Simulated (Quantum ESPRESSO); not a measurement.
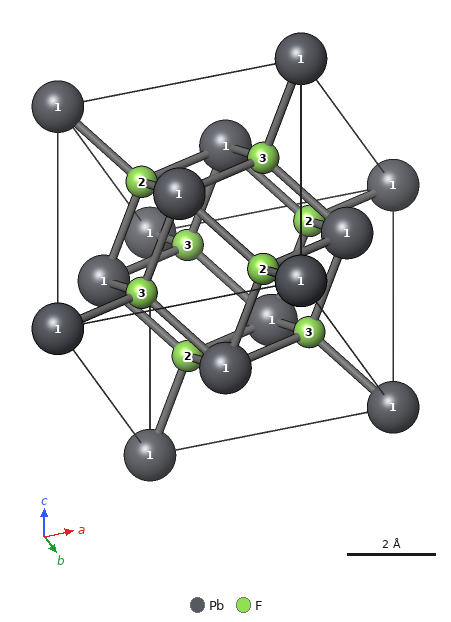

**Figure 1.** The structure as given in the input (ball-and-stick view of the cell 4 times as large as that of the calculation, set on its symmetry axes, seen at an oblique angle; atoms are numbered from 1 in the order of the input). Near neighbours in the crystal (not all of them lie inside the picture): Pb has 8 F at 2.57 Å; F has 4 Pb at 2.57 Å.

## PbF2: relaxation of cell and atoms (part 1 of 4)

System: PbF2 (Fm-3m, 3 atoms in the cell).
Method: Kohn-Sham DFT of a periodic cell, SOGGA with D2, spin-orbit coupling, PseudoDojo 0.4 FR PBE standard, no spin polarisation (Quantum ESPRESSO 7.5).

The structure derives from an entry of the Crystallography Open Database.

The input:
```
&CONTROL
  calculation = 'vc-relax'
  prefix = 'pwscf'
  outdir = './tmp'
  pseudo_dir = './pseudo'
  tprnfor = .true.
  tstress = .true.
  disk_io = 'low'
  nstep = 40
  forc_conv_thr = 0.0004
  etot_conv_thr = 1d-05
/
&SYSTEM
  ibrav = 0
  nat = 3
  ntyp = 2
  ecutwfc = 84
  nbnd = 42
  input_dft = 'XC-000I-000I-150L-130L-000I-000I'
  occupations = 'smearing'
  smearing = 'fd'
  degauss = 0.00183747
  noncolin = .true.
  lspinorb = .true.
  vdw_corr = 'grimme-d2'
/
&ELECTRONS
  conv_thr = 6d-10
  electron_maxstep = 120
  mixing_beta = 0.5
/
&IONS
  ion_dynamics = 'bfgs'
/
&CELL
  cell_dynamics = 'bfgs'
  press = 0
  press_conv_thr = 0.3
/
ATOMIC_SPECIES
Pb   207.2000 Pb.upf
F     18.9984 F.upf
CELL_PARAMETERS angstrom
   0.0000000000    2.9636600000    2.9636600000
   2.9636600000    0.0000000000    2.9636600000
   2.9636600000    2.9636600000    0.0000000000
ATOMIC_POSITIONS angstrom
Pb     0.0000000000    0.0000000000    0.0000000000
F      4.4454900000    4.4454900000    4.4454900000
F      1.4818300000    1.4818300000    1.4818300000
K_POINTS automatic
4 4 4 0 0 0
```

Run on 1 thread of Intel Xeon @ 2.60GHz (Ice Lake), 24 GiB of memory available, shared host.

Command:
```bash
OMP_NUM_THREADS=1 pw.x -in pw.in > pw.out
```

Output:
```
This program is part of the open-source Quantum ESPRESSO suite
     for quantum simulation of materials; please cite
         "P. Giannozzi et al., J. Phys.:Condens. Matter 21 395502 (2009);
         "P. Giannozzi et al., J. Phys.:Condens. Matter 29 465901 (2017);
         "P. Giannozzi et al., J. Chem. Phys. 152 154105 (2020);
          URL
     in publications or presentations arising from this work. More details at

     IMPORTANT: XC functional enforced from input :
     Exchange-correlation= XC-000I-000I-150L-130L-000I-000I
                           (   0   0 150 130   0   0   0)
     Any further DFT definition will be discarded
     Please, verify this is what you really want

     Message from routine setup:
     using ibrav=0 with symmetry is DISCOURAGED, use correct ibrav instead

     G-vector sticks info
     --------------------
     sticks:   dense  smooth     PW     G-vecs:    dense   smooth      PW
     Sum        1459    1459    421                36613    36613    5601

     Using Slab Decomposition

     bravais-lattice index     =            0
     lattice parameter (alat)  =       7.9203  a.u.
     unit-cell volume          =     351.3272 (a.u.)^3
     number of atoms/cell      =            3
     number of atomic types    =            2
     number of electrons       =        28.00
     number of Kohn-Sham states=           42
     kinetic-energy cutoff     =      84.0000  Ry
     charge density cutoff     =     336.0000  Ry
     scf convergence threshold =      6.0E-10
     mixing beta               =       0.5000
     number of iterations used =            8  plain     mixing
     energy convergence thresh.=      1.0E-05
     force convergence thresh. =      4.0E-04
     press convergence thresh. =      3.0E-01
     Exchange-correlation= XC-000I-000I-150L-130L-000I-000I
                           (   0   0 150 130   0   0   0)
     nstep                     =           40

     Non magnetic calculation with spin-orbit

     celldm(1)=   7.920311  celldm(2)=   0.000000  celldm(3)=   0.000000
     celldm(4)=   0.000000  celldm(5)=   0.000000  celldm(6)=   0.000000

     crystal axes: (cart. coord. in units of alat)
               a(1) = (   0.000000   0.707107   0.707107 )
               a(2) = (   0.707107   0.000000   0.707107 )
               a(3) = (   0.707107   0.707107   0.000000 )

     reciprocal axes: (cart. coord. in units 2 pi/alat)
               b(1) = ( -0.707107  0.707107  0.707107 )
               b(2) = (  0.707107 -0.707107  0.707107 )
               b(3) = (  0.707107  0.707107 -0.707107 )

     PseudoPot. # 1 for Pb read from file:
     Pb.upf
     Pseudo is Norm-conserving + core correction, Zval = 14.0
     Generated using ONCVPSP code by D. R. Hamann
     Using radial grid of 1782 points, 10 beta functions with:
                l(1) =   0
                l(2) =   0
                l(3) =   1
                l(4) =   1
                l(5) =   1
                l(6) =   1
                l(7) =   2
                l(8) =   2
                l(9) =   2
               l(10) =   2

     PseudoPot. # 2 for F  read from file:
     F.upf
     Pseudo is Norm-conserving + core correction, Zval =  7.0
     Generated using ONCVPSP code by D. R. Hamann
     Using radial grid of  832 points,  8 beta functions with:
                l(1) =   0
                l(2) =   0
                l(3) =   1
                l(4) =   1
                l(5) =   1
                l(6) =   1
                l(7) =   2
                l(8) =   2

     atomic species   valence    mass     pseudopotential
     Pb               14.00   207.20000     Pb( 1.00)
     F                 7.00    18.99840     F ( 1.00)

     48 Sym. Ops., with inversion, found

   Cartesian axes

     site n.     atom                  positions (alat units)
         1        Pb     tau(   1) = (   0.0000000   0.0000000   0.0000000  )
         2        F      tau(   2) = (   1.0606602   1.0606602   1.0606602  )
         3        F      tau(   3) = (   0.3535534   0.3535534   0.3535534  )

     -------------------------------------------------
     Parameters for Dispersion (Grimme-D2) Correction:
     -------------------------------------------------
       atom      VdW radius       C_6

        Pb         3.673       2191.161
        F          2.432         26.018

     number of k points=     8  Fermi-Dirac smearing, width (Ry)=  0.0018
                       cart. coord. in units 2pi/alat
        k(    1) = (   0.0000000   0.0000000   0.0000000), wk =   0.0156250
        k(    2) = (   0.1767767   0.1767767  -0.1767767), wk =   0.1250000
        k(    3) = (  -0.3535534  -0.3535534   0.3535534), wk =   0.0625000
        k(    4) = (   0.3535534   0.0000000   0.0000000), wk =   0.0937500
        k(    5) = (  -0.1767767  -0.5303301   0.5303301), wk =   0.3750000
        k(    6) = (   0.0000000  -0.3535534   0.3535534), wk =   0.1875000
        k(    7) = (  -0.7071068   0.0000000   0.0000000), wk =   0.0468750
        k(    8) = (  -0.7071068   0.3535534   0.0000000), wk =   0.0937500

     Dense  grid:    36613 G-vectors     FFT dimensions: (  48,  48,  48)

     WARNING: libxc functional with ID  130 depends
      on external parameters: check the user_guide of
      QE if you need to modify them or to check their
      default values.

     Initial potential from superposition of free atoms

     starting charge      27.9974, renormalised to      28.0000
     Starting wfcs are   34 randomized atomic wfcs +    8 random wfcs

     Self-consistent Calculation

     iteration #  1     ecut=    84.00 Ry     beta= 0.50
     Davidson diagonalization with overlap
     ethr =  1.00E-02,  avg # of iterations =  6.2

     total energy              =    -238.14985421 Ry
     estimated scf accuracy    <       0.37393417 Ry

     iteration #  2     ecut=    84.00 Ry     beta= 0.50
     Davidson diagonalization with overlap
     ethr =  1.34E-03,  avg # of iterations =  2.5

     total energy              =    -238.25572964 Ry
     estimated scf accuracy    <       0.10684348 Ry

     iteration #  3     ecut=    84.00 Ry     beta= 0.50
     Davidson diagonalization with overlap
     ethr =  3.82E-04,  avg # of iterations =  2.6

     total energy              =    -238.27489854 Ry
     estimated scf accuracy    <       0.00475616 Ry

     iteration #  4     ecut=    84.00 Ry     beta= 0.50
     Davidson diagonalization with overlap
     ethr =  1.70E-05,  avg # of iterations =  4.1

     total energy              =    -238.27540808 Ry
     estimated scf accuracy    <       0.00026027 Ry

     iteration #  5     ecut=    84.00 Ry     beta= 0.50
     Davidson diagonalization with overlap
     ethr =  9.30E-07,  avg # of iterations =  3.5

     total energy              =    -238.27545780 Ry
     estimated scf accuracy    <       0.00001926 Ry

     iteration #  6     ecut=    84.00 Ry     beta= 0.50
     Davidson diagonalization with overlap
     ethr =  6.88E-08,  avg # of iterations =  2.0

     total energy              =    -238.27545881 Ry
     estimated scf accuracy    <       0.00001328 Ry

     iteration #  7     ecut=    84.00 Ry     beta= 0.50
     Davidson diagonalization with overlap
     ethr =  4.74E-08,  avg # of iterations =  1.0

     total energy              =    -238.27546021 Ry
     estimated scf accuracy    <       0.00000011 Ry

     iteration #  8     ecut=    84.00 Ry     beta= 0.50
     Davidson diagonalization with overlap
     ethr =  3.83E-10,  avg # of iterations =  2.4

     total energy              =    -238.27546025 Ry
     estimated scf accuracy    <       0.00000006 Ry

     iteration #  9     ecut=    84.00 Ry     beta= 0.50
     Davidson diagonalization with overlap
     ethr =  2.04E-10,  avg # of iterations =  1.1

     total energy              =    -238.27546026 Ry
     estimated scf accuracy    <          3.6E-09 Ry

     iteration # 10     ecut=    84.00 Ry     beta= 0.50
     Davidson diagonalization with overlap
     ethr =  1.28E-11,  avg # of iterations =  2.0

     End of self-consistent calculation

          k = 0.0000 0.0000 0.0000 (  4573 PWs)   bands (ev):

   -15.8101 -15.8101 -15.1779 -15.1779 -10.4515 -10.4515 -10.4515 -10.4515
    -7.9505  -7.9505  -7.8971  -7.8971  -7.8971  -7.8971   0.5953   0.5953
     2.7475   2.7475   2.7475   2.7475   2.7570   2.7570   3.1207   3.1207
     3.2877   3.2877   3.2877   3.2877  10.1853  10.1853  12.5818  12.5818
    12.5818  12.5818  15.8369  15.8369  20.2280  20.2280  20.2280  20.2280
    22.5496  22.5507

          k = 0.1768 0.1768-0.1768 (  4576 PWs)   bands (ev):

   -15.6995 -15.6995 -15.2784 -15.2784 -10.4483 -10.4483 -10.3991 -10.3991
    -7.9240  -7.9240  -7.8739  -7.8739  -7.8394  -7.8394  -0.1722  -0.1722
     2.3982   2.3982   2.5947   2.5947   2.6666   2.6666   3.1377   3.1377
     3.1802   3.1802   4.3917   4.3917  10.0019  10.0019  11.9237  11.9237
    13.0370  13.0370  18.0369  18.0369  19.2840  19.2840  19.2993  19.2993
    20.8869  20.8869

          k =-0.3536-0.3536 0.3536 (  4584 PWs)   bands (ev):

   -15.5182 -15.5182 -15.4444 -15.4444 -10.4453 -10.4453 -10.3510 -10.3510
    -7.9234  -7.9234  -7.8501  -7.8501  -7.7570  -7.7570  -0.7006  -0.7006
     2.1377   2.1377   2.4448   2.4448   2.5923   2.5923   3.0698   3.0698
     3.0905   3.0905   5.2248   5.2248   9.7943   9.7943  12.0774  12.0774
    13.5090  13.5090  18.4433  18.4433  18.8503  18.8503  18.9020  18.9020
    19.4012  19.4012

          k = 0.3536 0.0000 0.0000 (  4584 PWs)   bands (ev):

   -15.6716 -15.6716 -15.3003 -15.3003 -10.4356 -10.4356 -10.3931 -10.3931
    -7.8886  -7.8886  -7.8825  -7.8825  -7.8309  -7.8309  -0.4450  -0.4450
     2.0522   2.0522   2.1615   2.1615   3.1877   3.1877   3.4631   3.4631
     3.5298   3.5298   4.2682   4.2682   9.6873   9.6873  12.0136  12.0136
    13.1578  13.1578  16.3873  16.3873  20.6045  20.6045  20.7094  20.7094
    20.9459  20.9459

          k =-0.1768-0.5303 0.5303 (  4560 PWs)   bands (ev):

   -15.5303 -15.5303 -15.4225 -15.4225 -10.4204 -10.4204 -10.3575 -10.3575
    -7.8833  -7.8833  -7.8419  -7.8419  -7.7724  -7.7724  -0.9772  -0.9772
     1.7863   1.7863   1.9918   1.9918   3.0569   3.0569   3.4646   3.4646
     3.4884   3.4884   5.1386   5.1386   9.8361   9.8361  11.9142  11.9142
    13.2090  13.2090  15.5908  15.5908  20.1162  20.1162  20.7184  20.7184
    21.7509  21.7509

          k = 0.0000-0.3536 0.3536 (  4564 PWs)   bands (ev):

   -15.5732 -15.5732 -15.3874 -15.3874 -10.4259 -10.4259 -10.3692 -10.3692
    -7.8907  -7.8907  -7.8521  -7.8521  -7.7900  -7.7900  -0.7746  -0.7746
     1.9898   1.9898   2.4036   2.4036   2.5477   2.5477   3.1769   3.1769
     3.5810   3.5810   5.0148   5.0148  10.0628  10.0628  11.7665  11.7665
    13.0793  13.0793  16.7776  16.7776  18.9043  18.9043  20.5272  20.5272
    22.2613  22.2613

          k =-0.7071 0.0000 0.0000 (  4568 PWs)   bands (ev):

   -15.5268 -15.5268 -15.4167 -15.4167 -10.4204 -10.4204 -10.3395 -10.3395
    -7.8807  -7.8807  -7.8339  -7.8339  -7.7458  -7.7458  -1.2117  -1.2117
     1.5385   1.5385   1.6881   1.6881   3.6452   3.6452   3.6744   3.6744
     3.7014   3.7014   5.1155   5.1155   9.1622   9.1622  12.4482  12.4482
    13.6323  13.6323  14.1200  14.1200  19.2841  19.2841  22.0318  22.0318
    22.3144  22.3144

          k =-0.7071 0.3536 0.0000 (  4540 PWs)   bands (ev):

   -15.4726 -15.4726 -15.4715 -15.4715 -10.4006 -10.4006 -10.3604 -10.3604
    -7.8645  -7.8645  -7.8164  -7.8164  -7.7835  -7.7835  -1.1651  -1.1651
     1.4396   1.4396   2.4579   2.4579   2.5686   2.5686   3.6122   3.6122
     3.7360   3.7360   5.2631   5.2631  10.1733  10.1733  11.6767  11.6767
    12.7928  12.7928  15.3306  15.3306  19.6994  19.6994  21.3466  21.3466
    21.3713  21.3713

     the Fermi energy is     8.2279 ev

!    total energy              =    -238.27546026 Ry
     estimated scf accuracy    <          1.0E-11 Ry
     smearing contrib. (-TS)   =       0.00000000 Ry
     internal energy E=F+TS    =    -238.27546026 Ry

     The total energy is F=E-TS. E is the sum of the following terms:
     one-electron contribution =     -77.47885810 Ry
     hartree contribution      =      57.99233143 Ry
     xc contribution           =     -60.78978546 Ry
     ewald contribution        =    -157.94128773 Ry
     Dispersion Correction     =      -0.05786041 Ry

     convergence has been achieved in  10 iterations

     Forces acting on atoms (cartesian axes, Ry/au):

     atom    1 type  1   force =    -0.00000000    0.00000000    0.00000000
     atom    2 type  2   force =    -0.00000000    0.00000000   -0.00000000
     atom    3 type  2   force =     0.00000000   -0.00000000    0.00000000

     Total force =     0.000000     Total SCF correction =     0.000000

     Computing stress (Cartesian axis) and pressure

          total   stress  (Ry/bohr**3)                   (kbar)     P=      -39.90
  -0.00027121   0.00000000   0.00000000          -39.90        0.00        0.00
   0.00000000  -0.00027121   0.00000000            0.00      -39.90        0.00
   0.00000000   0.00000000  -0.00027121            0.00        0.00      -39.90

     BFGS Geometry Optimization
     Energy error            =      2.0E-03 Ry
     Gradient error          =      1.3E-30 Ry/Bohr
     Cell gradient error     =      4.0E+01 kbar

     number of scf cycles    =   1
     number of bfgs steps    =   0

     enthalpy           new  =    -238.2754602577 Ry

     new trust radius        =       0.0254173583 bohr
     new conv_thr            =       0.0000000006 Ry

     new unit-cell volume =    344.22927 a.u.^3 (    51.00952 Ang^3 )
     density =      7.98202 g/cm^3

CELL_PARAMETERS (angstrom)
   0.000000000   2.943565698   2.943565698
   2.943565698   0.000000000   2.943565698
   2.943565698   2.943565698   0.000000000

ATOMIC_POSITIONS (angstrom)
Pb              -0.0000000000        0.0000000000        0.0000000000
F                4.4153485468        4.4153485468        4.4153485468
F                1.4717828489        1.4717828489        1.4717828489

     NEW-OLD atomic charge density approx. for the potential
     New effective cutoffs (rho, wfc):  340.34   85.09

     Self-consistent Calculation

     iteration #  1     ecut=    84.00 Ry     beta= 0.50
     Davidson diagonalization with overlap
     ethr =  1.00E-06,  avg # of iterations =  4.0

     total energy              =    -238.27697519 Ry
     estimated scf accuracy    <       0.00012045 Ry

     iteration #  2     ecut=    84.00 Ry     beta= 0.50
     Davidson diagonalization with overlap
     ethr =  4.30E-07,  avg # of iterations =  2.1

     total energy              =    -238.27700819 Ry
     estimated scf accuracy    <       0.00003495 Ry

     iteration #  3     ecut=    84.00 Ry     beta= 0.50
     Davidson diagonalization with overlap
     ethr =  1.25E-07,  avg # of iterations =  2.0

     total energy              =    -238.27701390 Ry
     estimated scf accuracy    <       0.00000196 Ry

     iteration #  4     ecut=    84.00 Ry     beta= 0.50
     Davidson diagonalization with overlap
     ethr =  7.00E-09,  avg # of iterations =  2.0

     total energy              =    -238.27701413 Ry
     estimated scf accuracy    <       0.00000008 Ry

     iteration #  5     ecut=    84.00 Ry     beta= 0.50
     Davidson diagonalization with overlap
     ethr =  2.72E-10,  avg # of iterations =  2.0

     total energy              =    -238.27701416 Ry
     estimated scf accuracy    <          5.6E-09 Ry

     iteration #  6     ecut=    84.00 Ry     beta= 0.50
     Davidson diagonalization with overlap
     ethr =  2.02E-11,  avg # of iterations =  2.0

     End of self-consistent calculation

          k = 0.0000 0.0000 0.0000 (  4573 PWs)   bands (ev):

   -15.6551 -15.6551 -14.9849 -14.9849 -10.1519 -10.1519 -10.1519 -10.1519
    -7.6602  -7.6602  -7.5992  -7.5992  -7.5992  -7.5992   0.9077   0.9077
     2.9363   2.9363   2.9363   2.9363   2.9506   2.9506   3.3130   3.3130
     3.4820   3.4820   3.4820   3.4820  10.5184  10.5184  12.9232  12.9232
    12.9232  12.9232  16.2053  16.2053  20.5899  20.5899  20.5899  20.5899
    23.0077  23.0084

          k = 0.1780 0.1780-0.1780 (  4576 PWs)   bands (ev):

   -15.5379 -15.5379 -15.0917 -15.0917 -10.1484 -10.1484 -10.0948 -10.0948
    -7.6302  -7.6302  -7.5739  -7.5739  -7.5372  -7.5372   0.0733   0.0733
     2.5740   2.5740   2.7762   2.7762   2.8481   2.8481   3.3340   3.3340
     3.3739   3.3739   4.6597   4.6597  10.3326  10.3326  12.2672  12.2672
    13.4007  13.4007  18.4394  18.4394  19.6417  19.6417  19.6559  19.6559
    21.3010  21.3010

          k =-0.3560-0.3560 0.3560 (  4584 PWs)   bands (ev):

   -15.3463 -15.3463 -15.2670 -15.2670 -10.1451 -10.1451 -10.0425 -10.0425
    -7.6292  -7.6292  -7.5478  -7.5478  -7.4476  -7.4476  -0.4860  -0.4860
     2.2986   2.2986   2.6159   2.6159   2.7658   2.7658   3.2637   3.2637
     3.2887   3.2887   5.5372   5.5372  10.1198  10.1198  12.4434  12.4434
    13.8985  13.8985  18.7945  18.7945  19.2057  19.2057  19.2580  19.2580
    19.8391  19.8391

          k = 0.3560 0.0000 0.0000 (  4584 PWs)   bands (ev):

   -15.5080 -15.5080 -15.1151 -15.1151 -10.1345 -10.1345 -10.0883 -10.0883
    -7.5901  -7.5901  -7.5850  -7.5850  -7.5276  -7.5276  -0.2189  -0.2189
     2.2155   2.2155   2.3288   2.3288   3.3844   3.3844   3.6668   3.6668
     3.7344   3.7344   4.5456   4.5456  10.0072  10.0072  12.3687  12.3687
    13.5294  13.5294  16.7205  16.7205  21.0425  21.0425  21.1074  21.1074
    21.3324  21.3324

          k =-0.1780-0.5340 0.5340 (  4560 PWs)   bands (ev):

   -15.3583 -15.3583 -15.2444 -15.2444 -10.1180 -10.1180 -10.0496 -10.0496
    -7.5849  -7.5849  -7.5394  -7.5394  -7.4645  -7.4645  -0.7813  -0.7813
     1.9407   1.9407   2.1507   2.1507   3.2485   3.2485   3.6682   3.6682
     3.6915   3.6915   5.4548   5.4548  10.1693  10.1693  12.2729  12.2729
    13.5930  13.5930  15.8985  15.8985  20.4821  20.4821  21.1531  21.1531
    22.1432  22.1433

          k = 0.0000-0.3560 0.3560 (  4564 PWs)   bands (ev):
```
